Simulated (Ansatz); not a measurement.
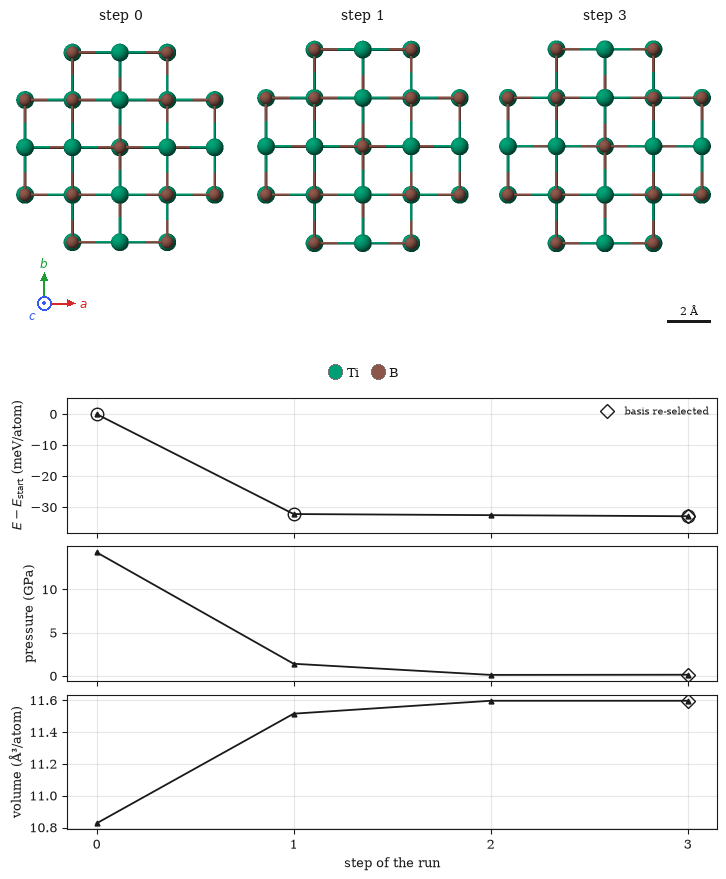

Frames of a relaxation of solid TiB (a generated structure, set up in Fm-3m) (coarse preliminary run), marked on the history of the run. The picture is a ball-and-stick view of the conventional cell (4 times the calculation's cell), seen along the c axis. Lengths and directions refer to the drawn axes.

Case: C → B on all its sites, cell and atoms relaxed.

All numbers below come from DFT r2SCAN, scalar-relativistic, plane waves, PAW (Ansatz 0.2.0). Set-up: plane-wave cutoff 500 eV; k-point mesh 8 × 8 × 8; occupations gaussian; smearing width 0.1 eV; no spin polarisation; cell and atoms relaxed; force threshold 0.05 eV/Å; at most 60 steps.

> Describe the path.

After 2 accepted moves (3 points after the start) the energy has fallen by 32.9 meV per atom. All forces vanish by symmetry, so only the cell relaxes. The pressure goes from 14.28 to 0.15 GPa. The SCF was repeated once at an unchanged geometry on a basis and grid sized afresh for the cell, which shifted the energy by 0.3 meV per atom at most. The atoms keep their places relative to the cell (all moves are under 0.005 Å). The drawn cell changes as follows: a = b = c 4.424 → 4.527 Å (+2.3 %); the volume changes by +7.1 %. Near-neighbour distances that change, for instance: Ti–Ti 3.129 → 3.201 Å, B–Ti 2.212 → 2.264 Å. The space group stays Fm-3m (No. 225). From step 0 to 1: volume +6.4 %, energy −32.2 meV per atom. From step 1 to 3: volume +0.7 %, energy −0.7 meV per atom.

```json
{"step": "0", "E − E(0), meV/atom": "0.00", "pressure, GPa": "14.28", "volume, Å³/atom": "10.826", "note": ""}
{"step": "1", "E − E(0), meV/atom": "-32.18", "pressure, GPa": "1.42", "volume, Å³/atom": "11.516", "note": ""}
{"step": "2", "E − E(0), meV/atom": "-32.54", "pressure, GPa": "0.13", "volume, Å³/atom": "11.597", "note": ""}
{"step": "3", "E − E(0), meV/atom": "-32.89", "pressure, GPa": "0.15", "volume, Å³/atom": "11.597", "note": "same geometry, new basis"}
```
